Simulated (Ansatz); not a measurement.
## Electronic structure of AlAs in real space

Input

```
crystal:
  lattice:
    - [-0.0141946232, 2.8389246378, 2.8389246378]
    - [2.8389246378, -0.0141946232, 2.8389246378]
    - [2.8247300146, 2.8247300146, 0.0]
  atoms:
    - { symbol: Al, position: [-0.0007090683, -0.0007090683, 0.0007090683] }
    - { symbol: As, position: [0.2507090683, 0.2507090683, 0.2492909317] }
kpoints:
  mp_grid: { grid: [8, 8, 8] }
  band_path:
    path:
      - [0.0, 0.0, 0.0]
      - [-0.5, -0.5, 0.0]
      - [-0.375, -0.375, 0.25]
      - [-0.375, 0.0, 0.375]
      - [0.0, 0.0, 0.5]
      - [-0.5, -0.25, 0.25]
    npoints: 1
hamiltonian:
  xc: pbe
scf:
  occupations: { method: fermi_dirac, width: 0.02 }
  n_extra_bands: 4
output:
  forces: true
  stress: true
  eigenvalues: true
  write_density: true
  write_potential: true
  elf: true
  volumetric_format: npy
```

Launched as:

```sh
ansatz run input.yaml --threads 4 --pin off --max-ram 4608MiB --backend cpu --events-out ev --progress --plain --runs-dir out
```

Below, planes, directions and counts refer to the conventional cell (a = 3.99 Å, b = 4.03 Å, c = 5.68 Å, α = 90.00°, β = 90.00°, γ = 90.00°).

Space group Imm2; started from the zincblende prototype, which need not be the ambient phase; changed on purpose from its base cell (shear xy strain -1.0%).

Level of theory: Ansatz, DFT, PBE, plane waves, PAW.

In a PAW calculation such maps are meaningful between the atoms, not at the nuclei.

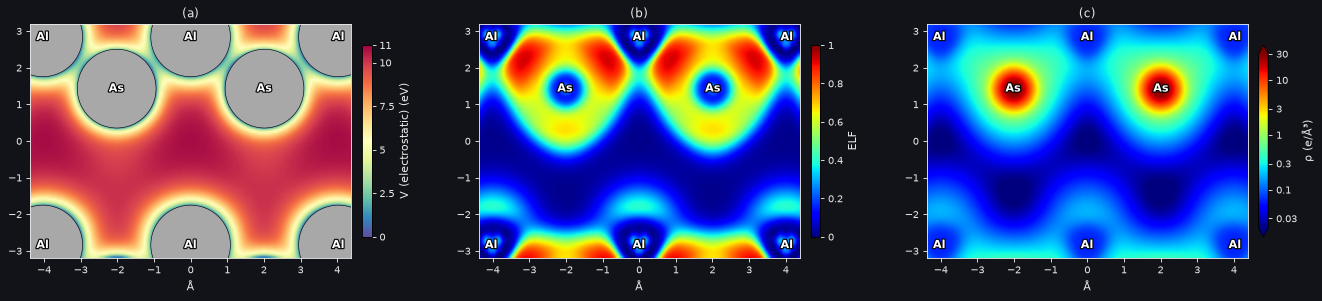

Figure 1. (a) electrostatic potential energy of an electron; (b) electron localisation function; (c) valence charge density (pseudo) on the (100) plane of the conventional cell. Grey discs cover the atomic cores in the potential map.

Describe what can be read from this map.

Atoms in the plane: Al and As.
Al–As (2.46 Å): ρ at the midpoint is about 0.47 e/Å³; the ELF peaks at about 0.90 between the atoms (localised, covalent bonding).
Between the atoms the lowest density in this plane is 0.02 e/Å³.
Outside the cores the potential energy rises away from the atoms and is highest about 2.4 Å from the nearest atoms; its zero is arbitrary.

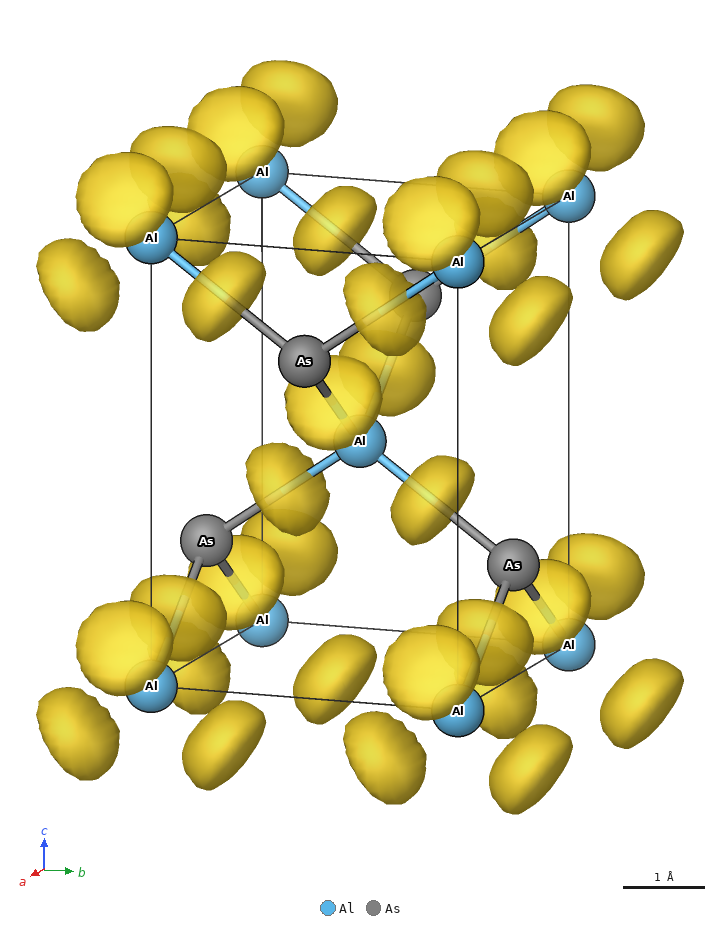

Figure 2. Isosurface of the ELF at 0.8 (yellow), seen slightly off an axis. Only the valence region is drawn (cores and ρ < 0.01 e/Å³ removed). Sticks mark near contacts.

Identify the bonds, lone pairs and shells in this picture.

The surface consists of eight regions between bonded Al–As atoms (shared pairs), counted in one cell of 4 atoms. Regions shared between cells count once.

Does the calculation make it a metal, or give it a gap?

It is gapped, with a Kohn–Sham gap of 1.4 eV on the k-point mesh (the band edges may lie off the mesh, which would make the gap smaller).
